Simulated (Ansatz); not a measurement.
# Run report: GaN, geometry relaxation (part 1 of 3)

- system: GaN (slab, 24 atoms in the cell)
- method: DFT PBE+D3(BJ), scalar-relativistic, plane waves, PAW, no spin polarisation (Ansatz 0.2.0)

The structure derives from an entry of the Crystallography Open Database. The input holds or restrains some coordinates. Forces given for the steps count only the free coordinates. It belongs to a series of runs on one base structure; here: clean slab, lower planes held.

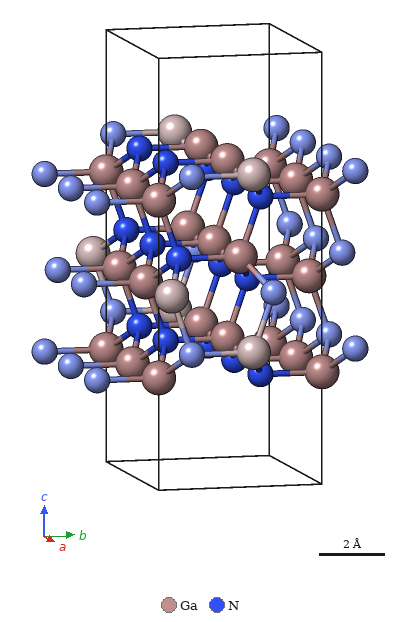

Figure 1. The input geometry (ball-and-stick view of the cell of the calculation, with the vacuum cut short, seen slightly off an axis; neighbours outside the cell are drawn fainter). An atom can appear more than once, as a periodic image. Near neighbours in the periodic cell (some may lie outside the picture): Ga has 3 N at 1.95 to 1.96 Å; N has 3 Ga at 1.95 to 1.96 Å; Ga has 4 N at 1.95 to 1.96 Å; N has 4 Ga at 1.95 to 1.96 Å.

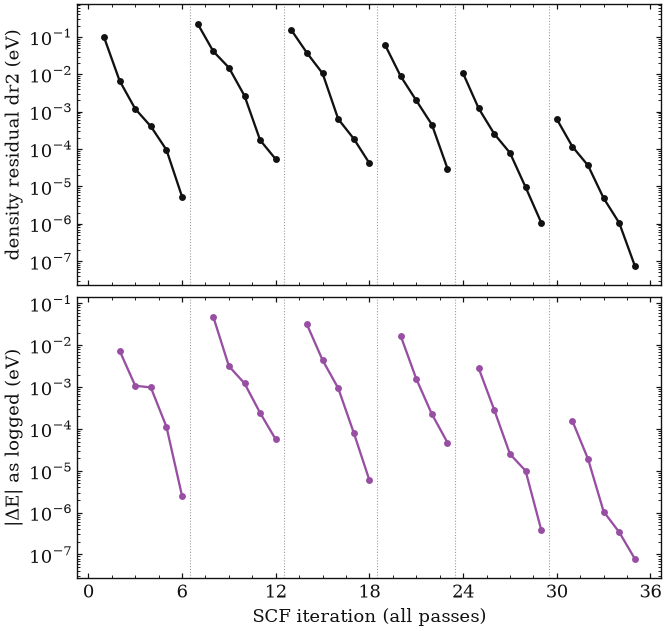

Figure 2. Convergence of the self-consistent field: density residual dr2 and size of the energy change against the SCF iteration. The dotted lines part the SCF passes of the relaxation: geometry steps, rejected trials and re-solves on a re-selected basis. The 6 passes take 5 to 6 iterations each, 35 in all.

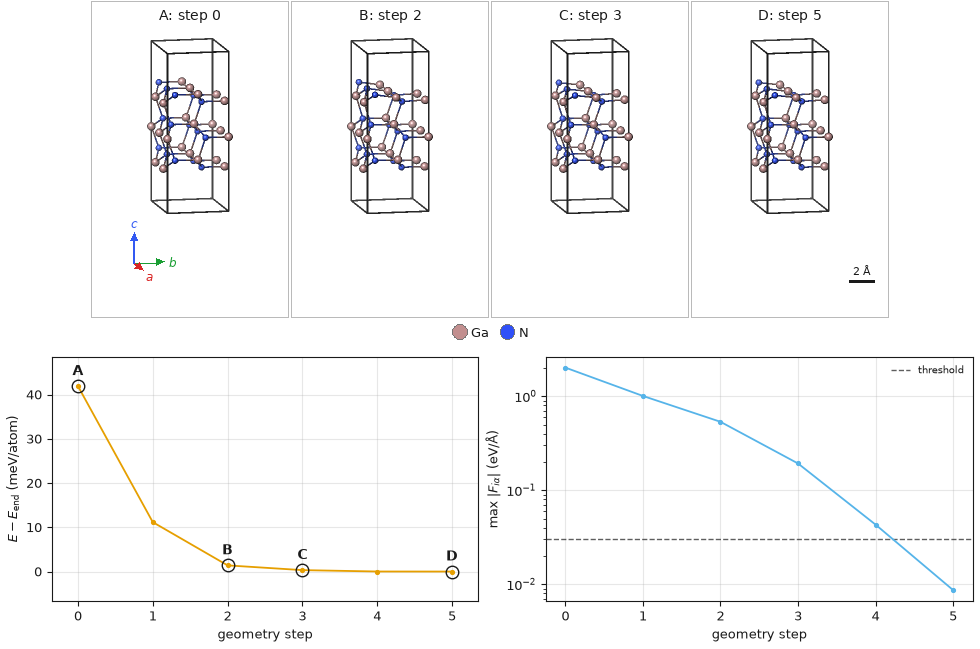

Figure 3. Frames of the restrained relaxation (ball-and-stick view of the cell of the calculation, with the vacuum cut short (origin shifted), seen slightly off an axis) above the curves, on which the letters mark them (the first geometry is step 0 here and step 1 in the log).

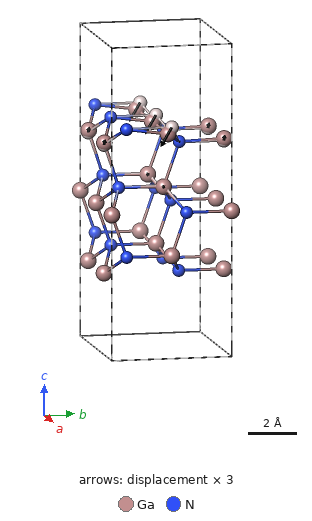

Figure 4. Start (faint) and end (solid) with the displacements as black arrows, magnified 3 times (ball-and-stick view of the cell of the calculation, with the vacuum cut short (origin shifted), seen slightly off an axis). The largest moves, 0.32 Å, are those of Ga21 and Ga22. Largest moves by element: Ga 0.32 Å, N 0.03 Å. The cell doesn't change. Among the contacts that change: Ga21–N23 1.962 → 1.825 Å, N15–Ga17 1.954 → 2.050 Å, Ga13–N19 1.954 → 2.035 Å, Ga17–N23 1.954 → 1.898 Å. Among the angles that change: Ga13–N19–Ga21 109.7° → 99.5°, N19–Ga21–N23 109.2° → 118.5°, Ga17–N19–Ga21 109.2° → 115.1°. After 5 geometry steps the energy has fallen by 41.9 meV per atom. Largest force component: 2 eV/Å at the start, 0.0087 eV/Å at the end. (Atoms are counted from 1 in the order of the input.)

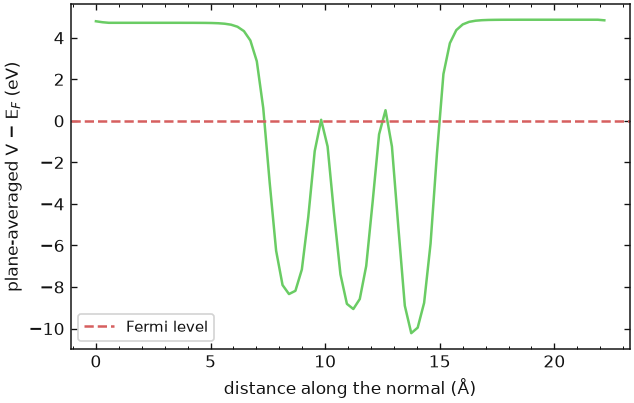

Figure 5. Plane average of the electrostatic potential energy of an electron across the cell, from the Fermi level. The vacuum level lies 4.87 eV above the Fermi level on the upper side and 4.72 eV on the lower.

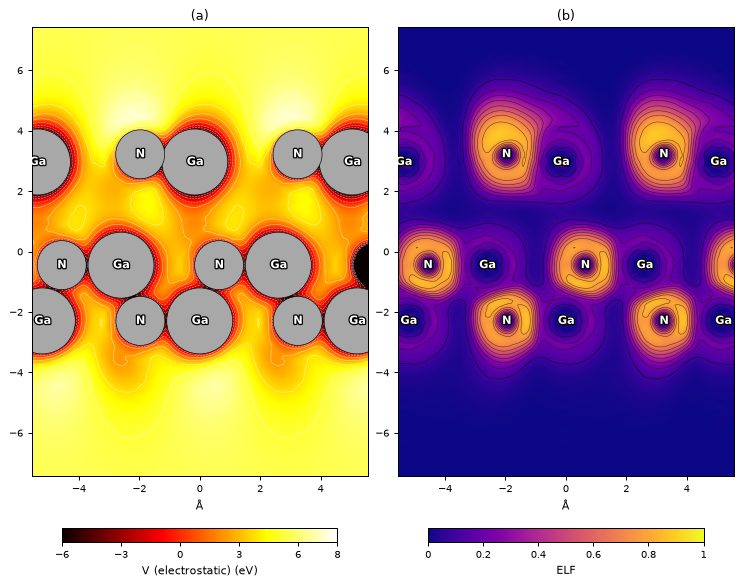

Figure 6. (a) electrostatic potential energy of an electron; (b) ELF on the (100) plane of the calculation cell, a cut from vacuum to vacuum. Grey discs, where drawn, cover atomic cores. Atoms in the plane: Ga and N. Ga–N (1.82 Å): the ELF is about 0.55 at the midpoint. Ga–N (1.95 Å): the ELF is about 0.45 at the midpoint. In a PAW calculation such maps are meaningful between the atoms, not at the nuclei.

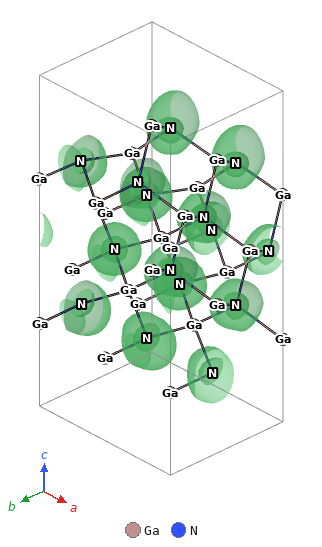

Figure 7. Isosurface of the electron localisation function at 0.7 (green), seen at an oblique angle. Core shells and regions of very low density are left out. Sticks mark near contacts. Values along the shortest contacts: Ga–N (1.82 Å): the ELF is about 0.55 at the midpoint. Ga–N (1.90 Å): the ELF is about 0.50 at the midpoint.

These pictures come from the run below.

Input:
```yaml
crystal:
  lattice:
    - [6.3931260417, 0.0, 0.0]
    - [0.0, 5.2085710379, 0.0]
    - [0.0, 0.0, 22.459377822]
  atoms:
    - { symbol: Ga, position: [0.5, 0.000811033, 0.3561986473] }
    - { symbol: Ga, position: [0.0, 0.000811033, 0.3561986473] }
    - { symbol: "N", position: [0.5, 0.624188967, 0.3561986473] }
    - { symbol: "N", position: [0.0, 0.624188967, 0.3561986473] }
    - { symbol: Ga, position: [0.75, 0.500811033, 0.3972847481] }
    - { symbol: Ga, position: [0.25, 0.500811033, 0.3972847481] }
    - { symbol: "N", position: [0.75, 0.124188967, 0.3972847481] }
    - { symbol: "N", position: [0.25, 0.124188967, 0.3972847481] }
    - { symbol: Ga, position: [0.75, 0.000811033, 0.4794569496] }
    - { symbol: Ga, position: [0.25, 0.000811033, 0.4794569496] }
    - { symbol: "N", position: [0.75, 0.624188967, 0.4794569496] }
    - { symbol: "N", position: [0.25, 0.624188967, 0.4794569496] }
    - { symbol: Ga, position: [0.0, 0.500811033, 0.5205430504] }
    - { symbol: Ga, position: [0.5, 0.500811033, 0.5205430504] }
    - { symbol: "N", position: [0.0, 0.124188967, 0.5205430504] }
    - { symbol: "N", position: [0.5, 0.124188967, 0.5205430504] }
    - { symbol: Ga, position: [0.0, 0.000811033, 0.6027152519] }
    - { symbol: Ga, position: [0.5, 0.000811033, 0.6027152519] }
    - { symbol: "N", position: [0.0, 0.624188967, 0.6027152519] }
    - { symbol: "N", position: [0.5, 0.624188967, 0.6027152519] }
    - { symbol: Ga, position: [0.25, 0.500811033, 0.6438013527] }
    - { symbol: Ga, position: [0.75, 0.500811033, 0.6438013527] }
    - { symbol: "N", position: [0.25, 0.124188967, 0.6438013527] }
    - { symbol: "N", position: [0.75, 0.124188967, 0.6438013527] }
basis:
  ecutwfc: 420
kpoints:
  mp_grid: { grid: [3, 3, 1] }
hamiltonian:
  xc: pbe
  dispersion: d3bj
scf:
  occupations: { method: gaussian, width: 0.05 }
output:
  forces: true
  eigenvalues: true
  write_density: true
  write_potential: true
  elf: true
  volumetric_format: npy
relax:
  adjacent_minimum: "off"
  f_tol: 0.03
  max_steps: 70
  constraints: [{ sites: [0, 1, 2, 3, 4, 5, 6, 7, 8, 9, 10, 11] }]
efield:
  axis: 3
  dipole_correction: true
  ramp_width: 0.04
```

Launch command:
```bash
ansatz run input.yaml --threads 4 --pin off --max-ram 10240MiB --backend cpu --events-out ev --progress --plain --runs-dir out
```

What the program printed:
```
Engine: ansatz 0.2.0, x86_64-unknown-linux-gnu
Pseudopotentials: kind: paw
Pseudopotential: Ga, paw, valence charge 13, recommended cutoff 420 eV (normal), Ga.paw.azcp
Pseudopotential: N, paw, valence charge 5, recommended cutoff 420 eV (normal), N.paw.azcp
Functional definition: PBE
  parameter kappa = 0.804
  parameter beta = 0.06672455060314922
  exchange = pbe_x(kappa = kappa, mu = beta*pi^2/3)
  correlation = pbe_c(beta = beta)
Crystal: 24 atoms, lattice volume = 747.876 Å³
Basis set: ecut = 420 eV, 14671 PW (Γ), exchange–correlation on 90×72×320 points (8 copies of the dense FFT grid, shifted against one another)
Bands: 132, of which v1, the nominal top of the filled ones, is band 108 counted from 1 (107 counted from 0)
Symmetry: 4 space group operations
k-points: 4 of 9 (time reversal used)
Non-local potential: Ga, projectors of the file, l = 0: 2, l = 1: 2, l = 2: 3, l = 3: 1
Non-local potential: N, projectors of the file, l = 0: 2, l = 1: 2, l = 2: 1
PAW form: soft (Blöchl's): semilocal exchange-correlation on the pseudo side does not see the compensation charge
PAW one-centre angular grid: Ga, 590 points (default); XC on 64 Gauss nodes
PAW one-centre angular grid: N, 110 points (default); XC on 64 Gauss nodes
Initial density: superposition of atomic densities (neutral atoms: chi_scale 0, normalization atom), corrected by the library's trained network
Initial wavefunctions: pseudopotential atomic-orbital guess
Functional: x = pbe(κ = 0.804, μ = 0.2195149727645171), c = pbe(β = 0.06672455060314922)
SCF iter   1: F=—  HF=-50010.933963 eV  |F-HF|=—  |Δ(HF+E_count)|=         —  Δρ=2.21e-3  dr2=9.93e-2  ethr=1.77e-3  p=0.000 e·Å  D=3.04e-14 V/Å  ΔV_dip=-0.00 eV  dr2_dipole=1.59e-8  V_vac-E_F(+/−)=4.63/4.63 eV  ⟨swp⟩=6.5  Hψ=2111  notcnv=0  defer=51
efield: sawtooth ramp at fractional position 0.9800 (placed from the atoms, in the widest stretch of the axis that holds none; the zero of the levels goes with the place), width 0.0400; the density the first Hamiltonian is built on has a dipole p = 0.000 e·Å; the dipole correction subtracts the counter field D = 3.04e-14 V/Å, which shifts the + side's vacuum level by -0.00 eV against the − side's; the planar-averaged density in the ramp window peaks in size at 1.5e-5 e/Å³
preconditioner: auto → Resta (q_TF=auto, 2.218 Å⁻¹)  ε∞=2.7  [insulator: Δε(μ)=0.311 eV  Ē_g=15.308 eV  σ=0.050 eV  W_gap=1.00  n_scr=128 (ndim 8)  ℏωp=20.0 eV  f_vac=0.581  D(μ)=0.00/eV (n_scr^D=0)  ε∞_Penn≈2.7  vacuum switching on, ρ_ref=1.7e-2 e/Å³]
SCF iter   2: F=—  HF=-50010.926522 eV  |F-HF|=—  |Δ(HF+E_count)|=   7.44e-3  Δρ=9.51e-4  dr2=6.73e-3  ethr=4.60e-5  p=-0.000 e·Å  D=-1.66e-5 V/Å  ΔV_dip=0.00 eV  dr2_dipole=3.67e-8  V_vac-E_F(+/−)=4.79/4.79 eV  ⟨swp⟩=2.0  Hψ=755  notcnv=0  defer=79
SCF iter   3: F=—  HF=-50010.927598 eV  |F-HF|=—  |Δ(HF+E_count)|=   1.08e-3  Δρ=4.55e-4  dr2=1.19e-3  ethr=3.11e-6  p=0.000 e·Å  D=6.74e-6 V/Å  ΔV_dip=-0.00 eV  dr2_dipole=4.24e-9  V_vac-E_F(+/−)=4.78/4.78 eV  ⟨swp⟩=2.0  Hψ=880  notcnv=0  defer=79
SCF iter   4: F=—  HF=-50010.928580 eV  |F-HF|=—  |Δ(HF+E_count)|=   9.81e-4  Δρ=2.36e-4  dr2=4.05e-4  ethr=5.49e-7  p=-0.000 e·Å  D=-1.12e-5 V/Å  ΔV_dip=0.00 eV  dr2_dipole=2.03e-8  V_vac-E_F(+/−)=4.80/4.80 eV  ⟨swp⟩=3.5  Hψ=1060  notcnv=0  defer=79
SCF iter   5: F=—  HF=-50010.928693 eV  |F-HF|=—  |Δ(HF+E_count)|=   1.13e-4  Δρ=9.66e-5  dr2=9.53e-5  ethr=1.87e-7  p=0.000 e·Å  D=6.02e-6 V/Å  ΔV_dip=-0.00 eV  dr2_dipole=7.84e-9  V_vac-E_F(+/−)=4.81/4.81 eV  ⟨swp⟩=2.0  Hψ=879  notcnv=0  defer=79
SCF iter   6: F=-50010.928693 eV  HF=-50010.928690 eV  |F-HF|=3.08e-6  |Δ(HF+E_count)|=   2.49e-6  Δρ=2.69e-5  dr2=5.30e-6  ethr=1.04e-8  p=-0.000 e·Å  D=-1.13e-6 V/Å  ΔV_dip=0.00 eV  dr2_dipole=2.46e-10  V_vac-E_F(+/−)=4.81/4.81 eV  ⟨swp⟩=24.8  Hψ=6389  notcnv=0
SCF 1 converged in 6 iterations: F = -50010.928693 eV  dr2 = 5.30e-6
  greatest PAW one-centre occupation: 0.996 electrons in one spin orbital (limit 2), on the Ga atom at site 21 (counted from 0), in its partial waves of l = 2
relax step   1: F+E_penalty+E_count = -50010.92869336 eV  Δ(F+E_penalty+E_count) = +0.000e0 eV  max|allowed force component| = 2.017e0 eV/Å  Δτ_max = 0.0000 Å  (6 SCF iters, dr2 threshold 2.25e-5 eV, accepted)
Initial density: handed on by an earlier stage of this run
Initial wavefunctions: those handed on with the density
iter 1 solved again at ethr=1.04e-4 eV; its pass at ethr=3.10e-3 eV (dr2=2.24e-1 eV) is discarded
SCF iter   1: F=—  HF=-50011.718836 eV  |F-HF|=—  |Δ(HF+E_count)|=         —  Δρ=8.22e-3  dr2=2.25e-1  ethr=1.04e-4  p=-0.000 e·Å  D=-5.00e-6 V/Å  ΔV_dip=0.00 eV  dr2_dipole=1.58e-3  V_vac-E_F(+/−)=4.73/4.73 eV  ⟨swp⟩=1.8  Hψ=1974  notcnv=0  defer=77
efield: sawtooth ramp at fractional position 0.9800 (handed on by an earlier solve), width 0.0400; the density the first Hamiltonian is built on has a dipole p = -0.000 e·Å; the dipole correction subtracts the counter field D = -5.00e-6 V/Å, which shifts the + side's vacuum level by +0.00 eV against the − side's; the planar-averaged density in the ramp window peaks in size at 7.7e-6 e/Å³
preconditioner: auto → Resta (q_TF=auto, 2.218 Å⁻¹)  ε∞=2.7  [insulator: Δε(μ)=0.627 eV  Ē_g=15.466 eV  σ=0.050 eV  W_gap=1.00  n_scr=128 (ndim 8)  ℏωp=20.0 eV  f_vac=0.586  D(μ)=0.00/eV (n_scr^D=0)  ε∞_Penn≈2.7  vacuum switching on, ρ_ref=1.7e-2 e/Å³]
SCF iter   2: F=—  HF=-50011.670883 eV  |F-HF|=—  |Δ(HF+E_count)|=   4.80e-2  Δρ=3.70e-3  dr2=4.13e-2  ethr=1.04e-4  p=0.016 e·Å  D=3.85e-3 V/Å  ΔV_dip=-0.09 eV  dr2_dipole=6.73e-4  V_vac-E_F(+/−)=4.68/4.77 eV  ⟨swp⟩=2.0  Hψ=864  notcnv=0  defer=77
SCF iter   3: F=—  HF=-50011.667713 eV  |F-HF|=—  |Δ(HF+E_count)|=   3.17e-3  Δρ=1.60e-3  dr2=1.51e-2  ethr=1.91e-5  p=-0.012 e·Å  D=-2.95e-3 V/Å  ΔV_dip=0.07 eV  dr2_dipole=1.52e-5  V_vac-E_F(+/−)=4.83/4.76 eV  ⟨swp⟩=2.0  Hψ=882  notcnv=0  defer=77
SCF iter   4: F=—  HF=-50011.666484 eV  |F-HF|=—  |Δ(HF+E_count)|=   1.23e-3  Δρ=4.87e-4  dr2=2.66e-3  ethr=6.98e-6  p=-0.021 e·Å  D=-5.18e-3 V/Å  ΔV_dip=0.12 eV  dr2_dipole=9.95e-5  V_vac-E_F(+/−)=4.87/4.76 eV  ⟨swp⟩=2.0  Hψ=884  notcnv=0  defer=77
SCF iter   5: F=—  HF=-50011.666242 eV  |F-HF|=—  |Δ(HF+E_count)|=   2.42e-4  Δρ=1.39e-4  dr2=1.73e-4  ethr=1.23e-6  p=-0.018 e·Å  D=-4.31e-3 V/Å  ΔV_dip=0.10 eV  dr2_dipole=1.15e-5  V_vac-E_F(+/−)=4.86/4.77 eV  ⟨swp⟩=2.5  Hψ=676  notcnv=0  defer=80
SCF iter   6: F=-50011.666260 eV  HF=-50011.666298 eV  |F-HF|=3.74e-5  |Δ(HF+E_count)|=   5.61e-5  Δρ=7.97e-5  dr2=5.35e-5  ethr=4.63e-8  p=-0.020 e·Å  D=-4.92e-3 V/Å  ΔV_dip=0.11 eV  dr2_dipole=1.46e-6  V_vac-E_F(+/−)=4.87/4.76 eV  ⟨swp⟩=24.2  Hψ=6290  notcnv=0
SCF 2 converged in 6 iterations: F = -50011.666260 eV  dr2 = 5.35e-5
  greatest PAW one-centre occupation: 0.996 electrons in one spin orbital (limit 2), on the Ga atom at site 17 (counted from 0), in its partial waves of l = 2
relax step   2: F+E_penalty+E_count = -50011.66626027 eV  Δ(F+E_penalty+E_count) = -7.376e-1 eV  max|allowed force component| = 1.007e0 eV/Å  Δτ_max = 0.1948 Å  (6 SCF iters, dr2 threshold 1.00e-4 eV, accepted)
```
